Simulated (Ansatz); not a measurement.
# TaC2: a trial structure relaxed, part 2 of 2

Aim: relax a trial structure of TaC2 and see where it ends.

Ansatz 0.2.0; DFT PBE, scalar-relativistic, plane waves, PAW.

## 4. Relaxation on the finer mesh

The end of the coarse run is made exact in the group found at a tolerance of 0.06 Å and reduced to its primitive cell.

input.yaml reads:

```yaml
crystal:
  lattice:
    - [3.2473620836, 0.0, 0.0]
    - [-1.6236810418, 2.8122980597, 0.0]
    - [0.0, 0.0, 3.0243233356]
  atoms:
    - { symbol: Ta, position: [0.0, 0.0, 0.0] }
    - { symbol: C, position: [0.3333333333, 0.6666666667, 0.5] }
    - { symbol: C, position: [0.6666666667, 0.3333333333, 0.5] }
basis:
  ecutwfc: 420
kpoints:
  mp_grid: { grid: [18, 18, 16] }
hamiltonian:
  xc: pbe
scf:
  occupations: { method: gaussian, width: 0.1 }
output:
  forces: true
  stress: true
  eigenvalues: true
  write_density: true
  write_potential: true
  elf: true
  volumetric_format: npy
relax:
  adjacent_minimum: "off"
  f_tol: 0.01
  max_steps: 80
  cell: { stress_tol: 0.05 }
```

Started as:

```console
ansatz run input.yaml --threads 1 --pin off --max-ram 2560MiB --backend cpu --events-out ev --progress --plain --runs-dir out
```

Standard output:

```text
Warning: RAYON_NUM_THREADS=1 ignored (pool sized by the plan → 1); use --threads N
Engine: ansatz 0.2.0, x86_64-unknown-linux-gnu
Pseudopotentials: kind: paw
Pseudopotential: Ta, paw, valence charge 13, recommended cutoff 420 eV (normal), Ta.paw.azcp
Pseudopotential: C, paw, valence charge 4, recommended cutoff 420 eV (normal), C.paw.azcp
Functional definition: PBE
  parameter kappa = 0.804
  parameter beta = 0.06672455060314922
  exchange = pbe_x(kappa = kappa, mu = beta*pi^2/3)
  correlation = pbe_c(beta = beta)
Crystal: 3 atoms, lattice volume = 27.620 Å³
Basis set: ecut = 420 eV, 551 PW (Γ), exchange–correlation on 48×48×48 points (8 copies of the dense FFT grid, shifted against one another)
Bands: 15, of which v1, the nominal top of the filled ones, is band 11 counted from 1 (10 counted from 0)
Symmetry: 24 space group operations
Space group: P6/mmm (ITA 191), of the structure as read, at distance tolerance 3.0e-5 Å
k-points: 333 of 5184
Non-local potential: Ta, projectors of the file, l = 0: 3, l = 1: 2, l = 2: 2, l = 3: 1
Non-local potential: C, projectors of the file, l = 0: 2, l = 1: 2, l = 2: 1
PAW form: soft (Blöchl's): semilocal exchange-correlation on the pseudo side does not see the compensation charge
PAW one-centre angular grid: Ta, 590 points (default); XC on 64 Gauss nodes
PAW one-centre angular grid: C, 110 points (default); XC on 64 Gauss nodes
Initial density: superposition of atomic densities (neutral atoms: chi_scale 0, normalization atom), corrected by the library's trained network
Initial wavefunctions: pseudopotential atomic-orbital guess
Functional: x = pbe(κ = 0.804, μ = 0.2195149727645171), c = pbe(β = 0.06672455060314922)
SCF iter   1: F=—  HF=-10429.966469 eV  |F-HF|=—  |Δ(HF+E_count)|=         —  Δρ=1.17e-2  dr2=5.90e-2  ethr=1.77e-3  ⟨swp⟩=5.5  Hψ=24355  notcnv=0
preconditioner: auto → none  [metal: Δε(μ)=0.008 eV  Ē_g=10.171 eV  σ=0.100 eV  W_gap=0.05  n_scr=8 (ndim 8)  ℏωp=25.5 eV  f_vac=0.000  D(μ)=1.44/eV (n_scr^D=20)  sad-step TF]
SCF iter   2: F=—  HF=-10429.959598 eV  |F-HF|=—  |Δ(HF+E_count)|=   6.87e-3  Δρ=7.80e-3  dr2=2.79e-2  ethr=2.81e-4  ⟨swp⟩=1.0  Hψ=7666  notcnv=0
SCF iter   3: F=—  HF=-10429.953680 eV  |F-HF|=—  |Δ(HF+E_count)|=   5.92e-3  Δρ=7.82e-4  dr2=1.03e-4  ethr=1.33e-4  ⟨swp⟩=2.2  Hψ=6179  notcnv=0
SCF iter   4: F=—  HF=-10429.953630 eV  |F-HF|=—  |Δ(HF+E_count)|=   4.95e-5  Δρ=1.80e-4  dr2=7.15e-6  ethr=4.91e-7  ⟨swp⟩=2.3  Hψ=8144  notcnv=0
SCF iter   5: F=—  HF=-10429.953630 eV  |F-HF|=—  |Δ(HF+E_count)|=   3.76e-7  Δρ=2.76e-5  dr2=9.58e-8  ethr=3.40e-8  ⟨swp⟩=2.1  Hψ=7069  notcnv=0  defer=23
SCF iter   6: F=-10429.953630 eV  HF=-10429.953630 eV  |F-HF|=2.13e-9  |Δ(HF+E_count)|=   1.18e-8  Δρ=4.92e-6  dr2=5.26e-9  ethr=4.56e-10  ⟨swp⟩=7.8  Hψ=31932  notcnv=0
SCF 1 converged in 6 iterations: F = -10429.953630 eV  dr2 = 5.26e-9
relax step   1: F+E_penalty+E_count = -10429.95362996 eV  Δ(F+E_penalty+E_count) = +0.000e0 eV  max|allowed force component| = 1.234e-16 eV/Å  Δτ_max = 0.0000 Å  P = +0.511 GPa  Ω = 27.620 Å³  (6 SCF iters, dr2 threshold 1.00e-7 eV, accepted)
Crystal: 3 atoms, lattice volume = 27.755 Å³
Initial density: handed on by an earlier stage of this run
Initial wavefunctions: those handed on with the density
iter 1 solved again at ethr=8.47e-6 eV; its pass at ethr=3.10e-3 eV (dr2=1.78e-3 eV) is discarded
SCF iter   1: F=—  HF=-10429.954002 eV  |F-HF|=—  |Δ(HF+E_count)|=         —  Δρ=2.12e-3  dr2=1.88e-3  ethr=8.47e-6  ⟨swp⟩=1.8  Hψ=33298  notcnv=0
preconditioner: auto → none  [metal: Δε(μ)=0.005 eV  Ē_g=10.080 eV  σ=0.100 eV  W_gap=0.03  n_scr=8 (ndim 8)  ℏωp=25.4 eV  f_vac=0.000  D(μ)=1.62/eV (n_scr^D=20)]
SCF iter   2: F=—  HF=-10429.953459 eV  |F-HF|=—  |Δ(HF+E_count)|=   5.43e-4  Δρ=5.31e-4  dr2=7.71e-5  ethr=8.47e-6  ⟨swp⟩=2.5  Hψ=7260  notcnv=0
SCF iter   3: F=—  HF=-10429.953446 eV  |F-HF|=—  |Δ(HF+E_count)|=   1.28e-5  Δρ=1.47e-4  dr2=2.80e-6  ethr=3.67e-7  ⟨swp⟩=2.3  Hψ=7013  notcnv=0
iter 4 did not close the SCF: its close was put off for the readings that it lacked (scf_convergence_deferred on its scf_iter line)
SCF iter   4: F=-10429.953446 eV  HF=-10429.953446 eV  |F-HF|=9.79e-10  |Δ(HF+E_count)|=   5.45e-8  Δρ=1.22e-5  dr2=2.02e-8  ethr=1.33e-8  ⟨swp⟩=1.9  Hψ=6267  notcnv=0
iter 5 did not close the SCF: its close was put off for the readings that it lacked (scf_convergence_deferred on its scf_iter line)
SCF iter   5: F=-10429.953446 eV  HF=-10429.953446 eV  |F-HF|=1.31e-10  |Δ(HF+E_count)|=   5.82e-9  Δρ=2.25e-6  dr2=4.00e-10  ethr=9.63e-11  ⟨swp⟩=2.4  Hψ=8046  notcnv=0
SCF iter   6: F=-10429.953446 eV  HF=-10429.953446 eV  |F-HF|=5.46e-12  |Δ(HF+E_count)|=  1.96e-10  Δρ=2.02e-7  dr2=7.56e-12  ethr=1.90e-12  ⟨swp⟩=4.5  Hψ=25070  notcnv=0
the search or the solves at the SCF's close seem to have found levels that the self-consistency loop had missed (the run counts 1). By its estimate they hold under 1e-12 electrons; where the run keeps them, the occupations were computed again with them
SCF 2 converged in 6 iterations: F = -10429.953446 eV  dr2 = 7.56e-12
relax step   2: F+E_penalty+E_count = -10429.95344593 eV  Δ(F+E_penalty+E_count) = +1.840e-4 eV  max|allowed force component| = 1.628e-15 eV/Å  Δτ_max = 0.0000 Å  P = -1.455 GPa  Ω = 27.755 Å³  energy of the carried Pulay correction = -4.010e-4 eV  (6 SCF iters, dr2 threshold 3.00e-7 eV, accepted)
Crystal: 3 atoms, lattice volume = 27.669 Å³
iter 1 solved again at ethr=1.74e-6 eV; its pass at ethr=3.10e-3 eV (dr2=3.65e-4 eV) is discarded
SCF iter   1: F=—  HF=-10429.955003 eV  |F-HF|=—  |Δ(HF+E_count)|=         —  Δρ=1.00e-3  dr2=4.13e-4  ethr=1.74e-6  ⟨swp⟩=2.0  Hψ=33463  notcnv=0
preconditioner: auto → none  [metal: Δε(μ)=0.018 eV  Ē_g=10.103 eV  σ=0.100 eV  W_gap=0.10  n_scr=8 (ndim 8)  ℏωp=25.5 eV  f_vac=0.000  D(μ)=1.56/eV (n_scr^D=20)]
SCF iter   2: F=—  HF=-10429.954888 eV  |F-HF|=—  |Δ(HF+E_count)|=   1.16e-4  Δρ=2.57e-4  dr2=1.87e-5  ethr=1.74e-6  ⟨swp⟩=2.5  Hψ=7408  notcnv=0
SCF iter   3: F=—  HF=-10429.954888 eV  |F-HF|=—  |Δ(HF+E_count)|=   6.35e-7  Δρ=6.56e-5  dr2=6.03e-7  ethr=8.92e-8  ⟨swp⟩=2.2  Hψ=6371  notcnv=0
iter 4 did not close the SCF: its close was put off for the readings that it lacked (scf_convergence_deferred on its scf_iter line)
SCF iter   4: F=-10429.954888 eV  HF=-10429.954888 eV  |F-HF|=1.11e-9  |Δ(HF+E_count)|=   2.25e-8  Δρ=7.61e-6  dr2=9.09e-9  ethr=2.87e-9  ⟨swp⟩=2.2  Hψ=6992  notcnv=0
iter 5 did not close the SCF: its close was put off for the readings that it lacked (scf_convergence_deferred on its scf_iter line)
SCF iter   5: F=-10429.954888 eV  HF=-10429.954888 eV  |F-HF|=4.55e-11  |Δ(HF+E_count)|=  7.77e-10  Δρ=1.08e-6  dr2=8.43e-11  ethr=4.33e-11  ⟨swp⟩=2.5  Hψ=8236  notcnv=0
SCF iter   6: F=-10429.954888 eV  HF=-10429.954888 eV  |F-HF|=0.00e0  |Δ(HF+E_count)|=  5.28e-11  Δρ=9.65e-8  dr2=2.78e-12  ethr=1.00e-12  ⟨swp⟩=4.6  Hψ=22568  notcnv=0
the search or the solves at the SCF's close seem to have found levels that the self-consistency loop had missed (the run counts 1). By its estimate they hold under 1e-12 electrons; where the run keeps them, the occupations were computed again with them
SCF 3 converged in 6 iterations: F = -10429.954888 eV  dr2 = 2.78e-12
relax step   3: F+E_penalty+E_count = -10429.95488829 eV  Δ(F+E_penalty+E_count) = -1.442e-3 eV  max|allowed force component| = 9.869e-17 eV/Å  Δτ_max = 0.0000 Å  P = -0.343 GPa  Ω = 27.669 Å³  energy of the carried Pulay correction = -1.675e-4 eV  (6 SCF iters, dr2 threshold 3.00e-7 eV, accepted)
Crystal: 3 atoms, lattice volume = 27.633 Å³
iter 1 solved again at ethr=1.76e-8 eV; its pass at ethr=3.10e-3 eV (dr2=3.70e-6 eV) is discarded
SCF iter   1: F=—  HF=-10429.955007 eV  |F-HF|=—  |Δ(HF+E_count)|=         —  Δρ=1.27e-4  dr2=3.91e-6  ethr=1.76e-8  ⟨swp⟩=2.0  Hψ=32773  notcnv=0
preconditioner: auto → none  [metal: Δε(μ)=0.003 eV  Ē_g=10.114 eV  σ=0.100 eV  W_gap=0.02  n_scr=8 (ndim 8)  ℏωp=25.5 eV  f_vac=0.000  D(μ)=1.59/eV (n_scr^D=20)]
iter 2 did not close the SCF: its close was put off for the readings that it lacked (scf_convergence_deferred on its scf_iter line)
SCF iter   2: F=-10429.955009 eV  HF=-10429.955009 eV  |F-HF|=5.30e-8  |Δ(HF+E_count)|=   2.23e-6  Δρ=4.14e-5  dr2=2.96e-7  ethr=1.76e-8  ⟨swp⟩=2.6  Hψ=7450  notcnv=0
iter 3 did not close the SCF: its close was put off for the readings that it lacked (scf_convergence_deferred on its scf_iter line)
SCF iter   3: F=-10429.955009 eV  HF=-10429.955009 eV  |F-HF|=7.80e-9  |Δ(HF+E_count)|=   8.73e-9  Δρ=8.27e-6  dr2=5.21e-9  ethr=1.41e-9  ⟨swp⟩=2.2  Hψ=6937  notcnv=0
iter 4 did not close the SCF: its close was put off for the readings that it lacked (scf_convergence_deferred on its scf_iter line)
SCF iter   4: F=-10429.955009 eV  HF=-10429.955009 eV  |F-HF|=1.31e-10  |Δ(HF+E_count)|=   7.74e-9  Δρ=1.28e-6  dr2=1.86e-10  ethr=2.48e-11  ⟨swp⟩=2.6  Hψ=8492  notcnv=0
iter 5 did not close the SCF: its close was put off for the readings that it lacked (scf_convergence_deferred on its scf_iter line)
SCF iter   5: F=-10429.955009 eV  HF=-10429.955009 eV  |F-HF|=3.64e-12  |Δ(HF+E_count)|=  1.56e-10  Δρ=9.18e-8  dr2=9.86e-13  ethr=1.00e-12  ⟨swp⟩=2.5  Hψ=8345  notcnv=0
SCF iter   6: F=-10429.955009 eV  HF=-10429.955009 eV  |F-HF|=0.00e0  |Δ(HF+E_count)|=  3.64e-12  Δρ=1.45e-8  dr2=4.80e-14  ethr=1.00e-12  ⟨swp⟩=3.8  Hψ=18761  notcnv=0
SCF 4 converged in 6 iterations: F = -10429.955009 eV  dr2 = 4.80e-14
relax step   4: F+E_penalty+E_count = -10429.95500901 eV  Δ(F+E_penalty+E_count) = -1.207e-4 eV  max|allowed force component| = 1.776e-15 eV/Å  Δτ_max = 0.0000 Å  P = -0.021 GPa  Ω = 27.633 Å³  energy of the carried Pulay correction = -9.329e-5 eV  (6 SCF iters, dr2 threshold 3.00e-7 eV, accepted)
Initial wavefunctions: pseudopotential atomic-orbital guess (no wavefunctions were taken with the density)
iter 1 solved again at ethr=8.19e-8 eV; its pass at ethr=3.10e-3 eV (dr2=1.72e-5 eV) is discarded
SCF iter   1: F=—  HF=-10429.955120 eV  |F-HF|=—  |Δ(HF+E_count)|=         —  Δρ=2.65e-5  dr2=2.00e-8  ethr=8.19e-8  ⟨swp⟩=3.2  Hψ=37845  notcnv=0
preconditioner: auto → none  [metal: Δε(μ)=0.004 eV  Ē_g=10.114 eV  σ=0.100 eV  W_gap=0.02  n_scr=8 (ndim 8)  ℏωp=25.5 eV  f_vac=0.000  D(μ)=1.59/eV (n_scr^D=20)]
SCF iter   2: F=—  HF=-10429.955123 eV  |F-HF|=—  |Δ(HF+E_count)|=   3.56e-6  Δρ=1.35e-5  dr2=5.14e-9  ethr=9.50e-11  ⟨swp⟩=2.3  Hψ=8374  notcnv=0
SCF iter   3: F=—  HF=-10429.955123 eV  |F-HF|=—  |Δ(HF+E_count)|=   2.86e-8  Δρ=6.78e-7  dr2=1.55e-10  ethr=2.45e-11  ⟨swp⟩=2.0  Hψ=7191  notcnv=0
iter 4 did not close the SCF: its close was put off for the readings that it lacked (scf_convergence_deferred on its scf_iter line)
SCF iter   4: F=-10429.955123 eV  HF=-10429.955123 eV  |F-HF|=3.64e-12  |Δ(HF+E_count)|=  3.64e-11  Δρ=2.01e-7  dr2=7.46e-12  ethr=1.00e-12  ⟨swp⟩=2.0  Hψ=6440  notcnv=0
iter 5 did not close the SCF: its close was put off for the readings that it lacked (scf_convergence_deferred on its scf_iter line)
SCF iter   5: F=-10429.955123 eV  HF=-10429.955123 eV  |F-HF|=0.00e0  |Δ(HF+E_count)|=  3.64e-12  Δρ=1.93e-8  dr2=9.03e-14  ethr=1.00e-12  ⟨swp⟩=1.0  Hψ=4995  notcnv=0
iter 6 did not close the SCF: its close was put off for the readings that it lacked (scf_convergence_deferred on its scf_iter line)
SCF iter   6: F=-10429.955123 eV  HF=-10429.955123 eV  |F-HF|=9.09e-12  |Δ(HF+E_count)|=    0.00e0  Δρ=4.77e-9  dr2=4.70e-15  ethr=1.00e-12  ⟨swp⟩=1.0  Hψ=4995  notcnv=0
iter 7 did not close the SCF: its close was put off for the readings that it lacked (scf_convergence_deferred on its scf_iter line)
SCF iter   7: F=-10429.955123 eV  HF=-10429.955123 eV  |F-HF|=3.64e-12  |Δ(HF+E_count)|=  3.64e-12  Δρ=1.53e-9  dr2=8.13e-16  ethr=1.00e-12  ⟨swp⟩=1.0  Hψ=4995  notcnv=0
SCF iter   8: F=-10429.955123 eV  HF=-10429.955123 eV  |F-HF|=5.46e-12  |Δ(HF+E_count)|=  1.82e-12  Δρ=3.04e-10  dr2=3.01e-17  ethr=1.00e-12  ⟨swp⟩=2.2  Hψ=13368  notcnv=0
SCF 5 converged in 8 iterations: F = -10429.955123 eV  dr2 = 3.01e-17
relax step   5: F+E_penalty+E_count = -10429.95512329 eV  Δ(F+E_penalty+E_count) = -1.143e-4 eV  max|allowed force component| = 1.135e-15 eV/Å  Δτ_max = 0.0000 Å  P = -0.010 GPa  Ω = 27.633 Å³  stress off target by 2.71e-2 GPa  SCF on the basis re-selected at this cell (its energy is not comparable with the rows above)  (8 SCF iters)
basis re-selected at this cell: Δ(F+E_penalty+E_count) = -1.143e-4 eV, ΔP = +0.011 GPa vs the last step (what re-selecting the basis moved, of the pressure what is left beyond the Pulay correction that the steps carried, after the strain that the cell walked since its last selection, with what the two solves' SCF thresholds leave and, on support functions, any second-order correction that the steps lacked; it is no measure of the basis error at this ecutwfc). This SCF's stress stands 2.71e-2 GPa from its target on what of the cell is left free (relax.cell.stress_tol is 5.00e-2 GPa) and its largest allowed force component is 1.13e-15 eV/Å (relax.f_tol is 1.00e-2 eV/Å): within both
SCF converged after 8 iterations
Free energy (F): -10429.955123 eV
Harris-Foulkes:  -10429.955123 eV  (|F-HF|=5.46e-12)
Internal energy: -10429.947176 eV  (E = F + TS)
E sigma→0 (E₀):  -10429.951150 eV
Entropy (-TS):   -0.007947 eV (-2.649 meV/atom)
Fermi energy:    19.645002 eV
--- Per-component energies (eV) ---
  E_band       = -36.059067
  E_kinetic    = 540.105144
  E_local      = -571.753097  (includes V_loc(G=0)·N_el)
  E_nonlocal   = 69.042846
  E_hartree    = 187.635850
  E_xc         = -315.570247
  E_vxc        = -324.633660  (∫ρ·V_xc dr)
  E_paw        = -8593.194931  (= ΣΔE_a)
  E_vpaw       = -124.092151  (= ΣTr[D̂ρ^β])
  E_aug_tail   = 0.000151  (compensation charges beyond the density's cutoff)
  E_ewald      = -1746.212891
  E_smearing   = -0.007947  (= −TS)
  E_closure    = -0.000000  (closes the sum)
  Σ components = -10429.955123   (vs F -10429.955123, Δ=0.00e0)
--- Forces (eV/Å), atoms counted from 1 ---
  atom   1  Ta    -0.00000000     0.00000000     0.00000000
  atom   2  C      0.00000000    -0.00000000     0.00000000
  atom   3  C     -0.00000000     0.00000000    -0.00000000
  max |Σ_I F_I| component: 3.70e-16 eV/Å
--- Stress (GPa, compression-positive) ---
       -0.027144      -0.000000      -0.000000
        0.000000      -0.027144       0.000000
       -0.000000       0.000000       0.024536
  P = ⅓ Tr σ = -0.0099 GPa (-0.099 kbar)
--- Band table (eV; the first three rows and the last of 333) ---
  k-point 0: bands = ["-49.6828", "-16.0733", "-16.0733", "-16.0119", "1.5863", "12.6902", "12.6902", "15.2175", "15.3630", "15.7905", "20.7311", "20.7311", "21.3736", "21.3736", "22.5017"]
  k-point 1: bands = ["-49.6818", "-16.0712", "-16.0712", "-16.0345", "1.6539", "12.7380", "12.7380", "14.4269", "15.8227", "16.0978", "19.9079", "19.9079", "22.2796", "22.2796", "22.4032"]
  k-point 2: bands = ["-49.6791", "-16.0983", "-16.0653", "-16.0653", "1.8512", "12.8799", "12.8799", "13.4952", "15.9183", "16.9080", "18.9344", "18.9344", "21.9460", "21.9460", "22.1288"]
  k-point 332: bands = ["-49.6347", "-16.4482", "-16.2874", "-16.2874", "5.9142", "5.9142", "11.8053", "13.5145", "13.5145", "20.7789", "20.7789", "21.9454", "24.0979", "24.0979", "24.8406"]
--- Relaxed structure (4 steps of the walk, 4 accepted, 1 SCFs on fresh bases) ---
  F+E_penalty+E_count = -10429.95512329 eV   max|allowed force component| = 1.135e-15 eV/Å   (the final SCF, on the basis selected at the relaxed cell)
  cell:  # Å, volume = 27.6331 Å³
    - [3.2391701859464455, 0.0, 0.0]
    - [-1.6195850929732227, 2.805203668210786, 0.0]
    - [0.0, 0.0, 3.04110114291959]
  atoms:
    - { symbol: Ta, position: [-2.5143745849502886e-35, 3.043663388459806e-35, 0.0] }
    - { symbol: C, position: [0.3333333333333333, 0.6666666666666666, 0.5] }
    - { symbol: C, position: [0.6666666666666666, 0.3333333333333333, 0.5] }
```

Wall time 36 s (1 thread of Intel Xeon Platinum 8488C (Sapphire Rapids), shared host); peak memory 0.49 GiB.

Relaxation path:

```csv
step,E - E(step 1) (eV/cell),largest force component (eV/Å),pressure (GPa),volume (Å³)
1,0.0000,0.0000,0.51,27.62
2,0.0002,0.0000,-1.46,27.75
3,-0.0013,0.0000,-0.34,27.67
4,-0.0014,0.0000,-0.02,27.63
5,-0.0015,0.0000,-0.01,27.63
```

Step 1 is the start. Step 5 repeats the geometry before it on a plane-wave basis chosen anew for that cell, so its energy need not be comparable with the rows above.

|  | before | after | change |
| --- | --- | --- | --- |
| a (Å) | 3.247 | 3.239 | -0.3 % |
| b (Å) | 3.247 | 3.239 | -0.3 % |
| c (Å) | 3.024 | 3.041 | +0.6 % |
| volume (Å³/atom) | 9.21 | 9.21 | 0.0 % |
| shortest distance (Å) | 1.875 | 1.870 | -0.3 % |
| space group (0.01 Å) | P6/mmm | P6/mmm | same |

Forces and stress were held to the start's 24 operations: a distortion of lower symmetry was not tested.

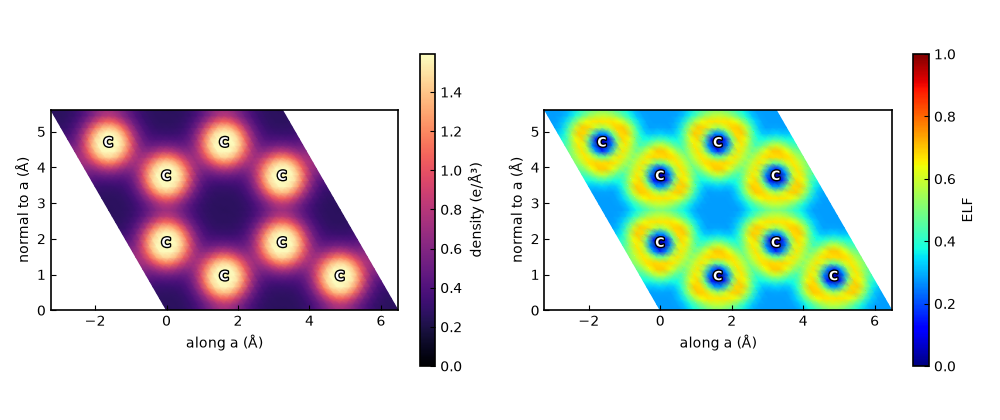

Density (left) and ELF (right) in a lattice plane of the grid's cell (edges 3.24 and 3.24 Å, at 0.500 of the third edge), which holds C. Only atoms in the plane are labelled. Both are smooth fields of the valence electrons: close to the nuclei they are not physical.

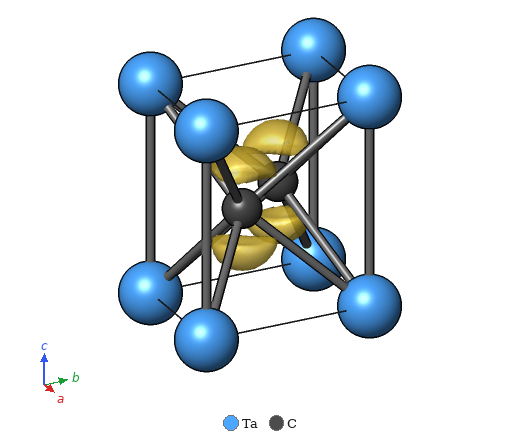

Surface of ELF = 0.79, drawn in one cell.

Maxima of ELF outside the ion cores: 0.85 beside C, off the lines to its neighbours, 0.8 Å from C.

## 5. Changing settings: mp_grid.shift [0.5, 0.5, 0.5]

input.yaml reads:

```yaml
crystal:
  lattice:
    - [3.2391701859, 0.0, 0.0]
    - [-1.619585093, 2.8052036682, 0.0]
    - [0.0, 0.0, 3.0411011429]
  atoms:
    - { symbol: Ta, position: [0.0, 0.0, 0.0] }
    - { symbol: C, position: [0.3333333333, 0.6666666667, 0.5] }
    - { symbol: C, position: [0.6666666667, 0.3333333333, 0.5] }
basis:
  ecutwfc: 420
kpoints:
  mp_grid: { grid: [18, 18, 16], shift: [0.5, 0.5, 0.5] }
hamiltonian:
  xc: pbe
scf:
  occupations: { method: gaussian, width: 0.1 }
output:
  forces: true
  eigenvalues: true
  stress: true
```

Started as:

```console
ansatz run input.yaml --threads 1 --pin off --max-ram 2560MiB --backend cpu --events-out ev --progress --plain --runs-dir out
```

Standard output (excerpt; [...] marks lines left out):

```text
Warning: crystal.symmetry: narrowed to the stabiliser of the k-point mesh — unitary ops 24 → 8; excluded 16 operations that carry a point of the 18×18×16 mesh (shift [0.5, 0.5, 0.5]) off the mesh (the run samples exactly the mesh kpoints.mp_grid names, as under crystal.symmetry.detect: [...]
Warning: RAYON_NUM_THREADS=1 ignored (pool sized by the plan → 1); use --threads N
[...]
[... 4 set-up lines as earlier in the session ...]
[...]
Crystal: 3 atoms, lattice volume = 27.633 Å³
Basis set: ecut = 420 eV, 551 PW (Γ), exchange–correlation on 48×48×48 points (8 copies of the dense FFT grid, shifted against one another)
Bands: 15, of which v1, the nominal top of the filled ones, is band 11 counted from 1 (10 counted from 0)
Symmetry: 8 space group operations
k-points: 720 of 5184
[...]
SCF iter   1: F=—  HF=-10429.969886 eV  |F-HF|=—  |Δ(HF+E_count)|=         —  Δρ=1.10e-2  dr2=5.17e-2  ethr=1.77e-3  ⟨swp⟩=5.5  Hψ=52964  notcnv=0
[...]
SCF iter   6: F=-10429.958426 eV  HF=-10429.958426 eV  |F-HF|=1.51e-9  |Δ(HF+E_count)|=   1.68e-8  Δρ=5.29e-6  dr2=5.05e-9  ethr=4.76e-10  ⟨swp⟩=6.4  Hψ=48130  notcnv=0
[...]
SCF converged after 6 iterations
Free energy (F): -10429.958426 eV
[...]
E sigma→0 (E₀):  -10429.955167 eV
Entropy (-TS):   -0.006519 eV (-2.173 meV/atom)
Fermi energy:    19.639951 eV
[...]
--- Forces (eV/Å), atoms counted from 1 ---
  atom   1  Ta    -0.00000000     0.00000000     0.00000000
  atom   2  C      0.00413425    -0.00238691     0.00000000
  atom   3  C     -0.00413425     0.00238691     0.00000000
[...]
--- Stress (GPa, compression-positive) ---
       -0.547241       0.205532      -0.000000
        0.205532      -0.309912       0.000000
       -0.000000       0.000000       0.032572
  P = ⅓ Tr σ = -0.2749 GPa (-2.749 kbar)
--- Band table (eV; the first three rows and the last of 720) ---
  k-point 0: bands = ["-49.6716", "-16.0727", "-16.0640", "-16.0092", "1.6451", "12.4290", "12.7048", "14.8634", "15.6708", "16.0809", "20.3113", "20.3438", "21.6573", "21.6978", "22.3606"]
[...]
```

Wall time 10 s (1 thread of Intel Xeon Platinum 8488C (Sapphire Rapids), shared host); peak memory 0.59 GiB.

| run | ending | energy change | pressure (GPa) | gap (eV) | force (eV/Å) | cycles | time |
| --- | --- | --- | --- | --- | --- | --- | --- |
| step 4 | converged | 0 | 0.0 | 0.00 | 0.00 | - | 36 s |
| variant | converged | -1.1 meV/atom | -0.3 | 0.00 | 0.00 | 6 | 10 s |

Changing the k-point mesh moves the energy by -1.1 meV/atom. Sampling errors of the energy have no fixed sign.

## 6. Results

This closing draws on all 2 parts. Changes of volume or cell count from the first structure of part 1.

| quantity | value |
| --- | --- |
| symmetry at the end (tolerance 0.05 Å) | space group P6/mmm (No. 191) |
| conventional cell | a = 3.239 Å, b = 3.239 Å, c = 3.041 Å, α = 90.00°, β = 90.00°, γ = 120.00° |
| volume | 9.21 Å³/atom |
| energy over the elements | +1.40 eV/atom |
| gap on the mesh | none (metal) |

What this shows: The space group P6/mmm (No. 191) is kept, and the volume per atom shrinks by 24.5 % from the first guess. The formation energy is positive, so the separate elements lie lower. No finished test with a distortion of lower symmetry is shown, so the end may be a saddle point. Spin-orbit coupling is left out for Ta.
